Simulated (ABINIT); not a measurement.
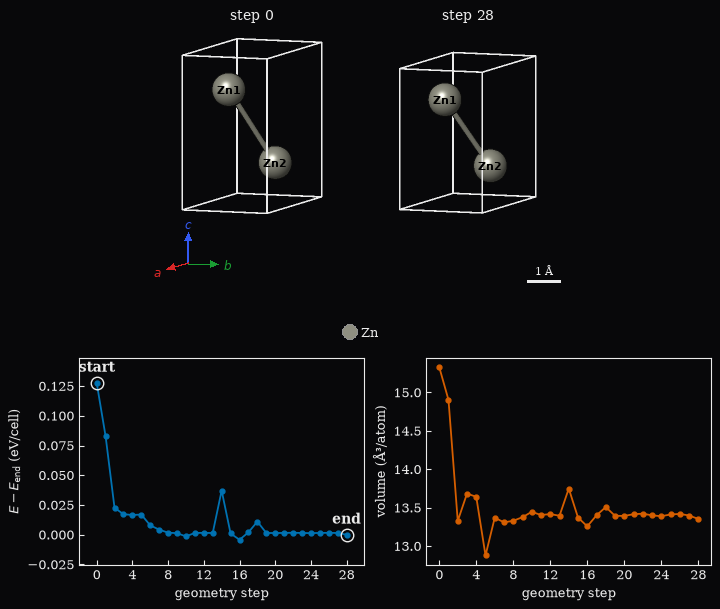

First and last geometry of a relaxation of solid Zn (set up in P6_3/mmc), with the history of the run. Style: ball-and-stick. Shown: the cell of the calculation, from a free direction.

The run lets cell and atoms move.

The calculation used Kohn-Sham DFT of a periodic cell, LDA, JTH PAW LDA v2.0 in ABINIT 10.8.3.

Input file:
```
# Pseudopotentials
pp_dirpath "./"
pseudos "Zn.LDA_PW-JTH.xml"

# Structure
acell 3*1.0 Angstrom
rprim
     2.6700000000     0.0000000000     0.0000000000
    -1.3350000000     2.3122878281     0.0000000000
     0.0000000000     0.0000000000     4.9660000000
ntypat 1
znucl 30
natom 2
typat 1 1
xred
     0.6666666667     0.3333333333     0.7500000000
     0.3333333333     0.6666666667     0.2500000000
chkprim 0
chksymtnons 0
tolsym 1.0e-6

# Plane-wave basis
ecut 22.0
pawecutdg 44.0

# k points
kptopt 1
ngkpt 11 11 6
nshiftk 1
shiftk 0.0 0.0 0.0

# Exchange and correlation
ixc 7

# Bands and occupations
nband 16
occopt 3
tsmear 0.05 eV

# SCF cycle
nstep 100
tolvrs 1.0e-9

# Output
iomode 3
prtwf 0
prtden 0
prteig 0
prtebands 0
enunit 1

# Relaxation
ionmov 2
ntime 60
tolmxf 0.0002
optcell 2
dilatmx 1.08
ecutsm 0.5
```

Run as
```bash
abinit run.abi > log 2>&1
```

Question: What do the curves and the structures tell?

Answer: The run was cut off at its time limit before the relaxation converged, so the last structure is only a point on the way. The energy falls by 0.128 eV per cell of the calculation in 28 geometry steps. All forces vanish by symmetry, so only the cell relaxes. The pressure goes from −9.18 to −0.08 GPa. The atoms keep their places relative to the cell (all moves are under 0.005 Å). The volume changes by −12.9 %, with a = b 2.670 → 2.611 Å (−2.2 %), c 4.966 → 4.524 Å (−8.9 %). Among the contacts that change: Zn1–Zn2 2.923 → 2.718 Å, Zn1–Zn1 2.670 → 2.611 Å. The space group stays P6_3/mmc (No. 194).

```json
{"step": "0", "E − E(0), meV/atom": "0.00", "pressure, GPa": "-9.18", "volume, Å³/atom": "15.330"}
{"step": "1", "E − E(0), meV/atom": "-22.43", "pressure, GPa": "-7.51", "volume, Å³/atom": "14.903"}
{"step": "2", "E − E(0), meV/atom": "-52.51", "pressure, GPa": "2.53", "volume, Å³/atom": "13.328"}
{"step": "3", "E − E(0), meV/atom": "-55.20", "pressure, GPa": "-0.47", "volume, Å³/atom": "13.684"}
{"step": "4", "E − E(0), meV/atom": "-55.54", "pressure, GPa": "-0.22", "volume, Å³/atom": "13.642"}
{"step": "5", "E − E(0), meV/atom": "-55.35", "pressure, GPa": "4.81", "volume, Å³/atom": "12.879"}
{"step": "6", "E − E(0), meV/atom": "-59.90", "pressure, GPa": "1.09", "volume, Å³/atom": "13.370"}
{"step": "7", "E − E(0), meV/atom": "-61.69", "pressure, GPa": "1.22", "volume, Å³/atom": "13.309"}
{"step": "8", "E − E(0), meV/atom": "-62.97", "pressure, GPa": "0.58", "volume, Å³/atom": "13.330"}
{"step": "9", "E − E(0), meV/atom": "-63.17", "pressure, GPa": "0.06", "volume, Å³/atom": "13.377"}
{"step": "10", "E − E(0), meV/atom": "-64.54", "pressure, GPa": "-1.01", "volume, Å³/atom": "13.446"}
{"step": "11", "E − E(0), meV/atom": "-63.07", "pressure, GPa": "0.04", "volume, Å³/atom": "13.405"}
{"step": "12", "E − E(0), meV/atom": "-63.05", "pressure, GPa": "-0.01", "volume, Å³/atom": "13.417"}
{"step": "13", "E − E(0), meV/atom": "-63.11", "pressure, GPa": "0.00", "volume, Å³/atom": "13.395"}
{"step": "14", "E − E(0), meV/atom": "-45.26", "pressure, GPa": "0.74", "volume, Å³/atom": "13.749"}
{"step": "15", "E − E(0), meV/atom": "-63.29", "pressure, GPa": "-0.01", "volume, Å³/atom": "13.371"}
{"step": "16", "E − E(0), meV/atom": "-65.93", "pressure, GPa": "0.51", "volume, Å³/atom": "13.257"}
{"step": "17", "E − E(0), meV/atom": "-62.82", "pressure, GPa": "0.27", "volume, Å³/atom": "13.401"}
{"step": "18", "E − E(0), meV/atom": "-58.31", "pressure, GPa": "0.28", "volume, Å³/atom": "13.508"}
{"step": "19", "E − E(0), meV/atom": "-63.09", "pressure, GPa": "0.05", "volume, Å³/atom": "13.395"}
{"step": "20", "E − E(0), meV/atom": "-63.12", "pressure, GPa": "-0.01", "volume, Å³/atom": "13.393"}
{"step": "21", "E − E(0), meV/atom": "-63.07", "pressure, GPa": "-0.05", "volume, Å³/atom": "13.415"}
{"step": "22", "E − E(0), meV/atom": "-63.00", "pressure, GPa": "0.00", "volume, Å³/atom": "13.422"}
{"step": "23", "E − E(0), meV/atom": "-63.09", "pressure, GPa": "0.01", "volume, Å³/atom": "13.401"}
{"step": "24", "E − E(0), meV/atom": "-63.16", "pressure, GPa": "-0.04", "volume, Å³/atom": "13.389"}
{"step": "25", "E − E(0), meV/atom": "-63.07", "pressure, GPa": "-0.02", "volume, Å³/atom": "13.412"}
{"step": "26", "E − E(0), meV/atom": "-63.03", "pressure, GPa": "-0.01", "volume, Å³/atom": "13.419"}
{"step": "27", "E − E(0), meV/atom": "-63.10", "pressure, GPa": "0.00", "volume, Å³/atom": "13.398"}
{"step": "28", "E − E(0), meV/atom": "-63.84", "pressure, GPa": "-0.08", "volume, Å³/atom": "13.354"}
```
